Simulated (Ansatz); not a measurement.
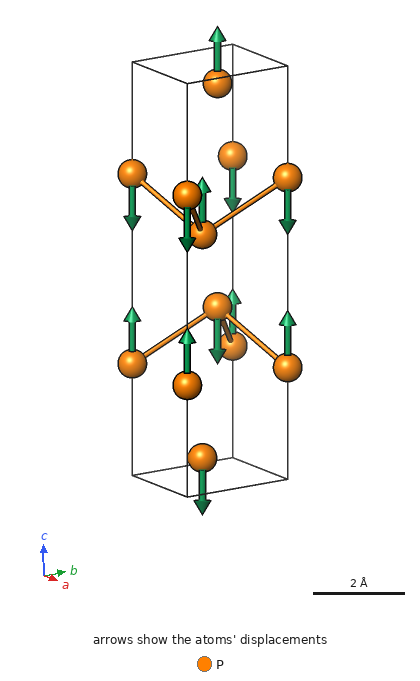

One vibrational mode of a crystal of P (a generated structure) at the zone centre. The green arrows are the displacements of the atoms (eigenvector over the root of the mass), of arbitrary overall length and sign. Style: ball-and-stick. Shown: the conventional cell (3 times the calculation's cell), slightly off an axis. Lengths and directions refer to the drawn axes.

Theory: DFT PBE, scalar-relativistic, plane waves, PAW (Ansatz).

Input file:
```yaml
crystal:
  lattice:
    - [3.0098190866, -1.737699648, -0.0017804725]
    - [3.0098190866, 1.737699648, -0.0017804725]
    - [-2.0047444008, 0.0, 3.0745029933]
  atoms:
    - { symbol: P, position: [0.2704529614, 0.2704529614, 0.8113533343] }
    - { symbol: P, position: [0.7295470386, 0.7295470386, 0.1886466657] }
basis:
  ecutwfc: 420
kpoints:
  mp_grid: { grid: [20, 20, 18] }
hamiltonian:
  xc: pbe
scf:
  occupations: { method: fermi_dirac, width: 0.15 }
output:
  eigenvalues: true
phonons:
  method: dfpt
  eigenvectors: true
```

Launched with:
```bash
ansatz run input.yaml --threads 1 --pin off --max-ram 2560MiB --backend cpu --events-out ev --progress --plain --runs-dir out
```

The frequencies depend somewhat on the k-mesh and the smearing.

Question: What mode is this, and where does it lie in the spectrum?

Answer: This is the A₁g mode at 373 cm⁻¹, the highest optical level, Raman-active by symmetry. All motion is along c; atoms of one kind move against one another, with no net shift of their sublattice.
